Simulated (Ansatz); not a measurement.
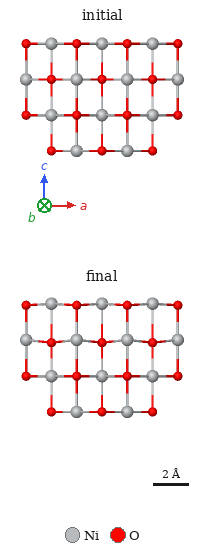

The structure of a slab of composition NiO (cut from the Fm-3m phase) before (top) and after (bottom) a constrained relaxation, at one scale.

A ball-and-stick model of the atoms within 5.8 Å of the atom that moves most (axes of the 3 × 2 repeat of the cell, outlined in the plane, without the vacuum), seen along the b axis.

Case: clean slab, lower half held. The slab is the (1 0 0) face of NiO. 4 atoms are held fixed.

Theory: DFT PBEsol, scalar-relativistic, plane waves, PAW in Ansatz. Set-up: plane-wave cutoff 420 eV; k-point mesh 10 × 10 × 1; occupations gaussian; smearing width 0.1 eV; collinear spin; dipole correction; atoms relaxed in a fixed cell; force threshold 0.03 eV/Å; at most 70 steps.

> Describe what moved and what it gained.

The largest move is that of an O atom, 0.13 Å along the normal (−c). Largest moves by element: O 0.13 Å, Ni 0.06 Å. The cell stays as it was. Near-neighbour distances that change, for instance: Ni–O 2.058 → 2.246 Å, Ni–O 2.058 → 1.928 Å, Ni–O 2.058 → 1.990 Å, Ni–O 2.058 → 2.090 Å. Among the angles between lasting bonds that change: O–Ni–O 180.0° → 171.0°, Ni–O–Ni 180.0° → 171.0°, Ni–O–Ni 180.0° → 174.7°. Over 5 accepted moves (6 points after the start) the energy falls by 0.216 eV per cell of the calculation. Largest force component: 0.51 eV/Å at the start, 0.028 eV/Å at the end. The line search rejected the trial step at point 5 of the run. The program noted that the starting moments weren't kept. Cost: 6.1 min on 2 threads of Arm Neoverse V2 (shared host), peak memory 0.75 GiB.
